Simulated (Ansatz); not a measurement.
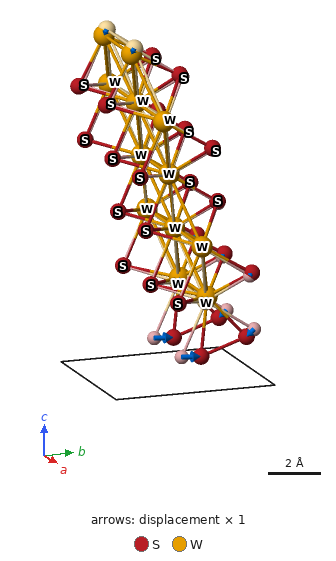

A relaxation of a slab of composition WS₂ (cut from the R3m phase). The starting structure is drawn faded, the final one solid; blue arrows show the displacements, at their true length.

Style: ball-and-stick. Shown: the 2 × 1 repeat of the cell, outlined in the plane, without the vacuum (origin shifted), slightly off an axis.

Case: (0 1 2) slab, atoms relaxed. The slab is the (0 1 2) face of WS2.

Theory: Ansatz, DFT PBEsol, scalar-relativistic, plane waves, PAW. Set-up: plane-wave cutoff 420 eV; k-point mesh 8 × 4 × 1; occupations gaussian; smearing width 0.05 eV; no spin polarisation; dipole correction; atoms relaxed in a fixed cell; force threshold 0.02 eV/Å; at most 60 steps.

### Atoms of which element are displaced furthest, and by how much?

Sulfur: up to 0.80 Å, against 0.25 Å for tungsten.

### Describe the change and its energy.

The energy falls by 2.550 eV per cell of the calculation in 12 accepted moves (16 points after the start). The largest force component goes from 3.4 to 0.019 eV/Å. The line search rejected the trial steps at points 5, 7 of the run. 2 steps only repeated the SCF at the same geometry. The atom that moves furthest relative to the layer's centre is an S atom (0.80 Å within the plane). By element the largest moves are S 0.80 Å, W 0.25 Å. The lattice vectors keep their values. Near-neighbour distances that change, for instance: S–S 3.133 → 1.998 Å, W–W 3.148 → 2.974 Å, S–W 2.399 → 2.233 Å, W–W 3.148 → 3.027 Å. New bonds form, among them: S–S (3.13 → 2.00 Å). Among the angles between lasting bonds that change: S–W–S 81.5° → 92.0°, W–W–W 60.0° → 63.9°, W–S–W 82.0° → 78.2°.
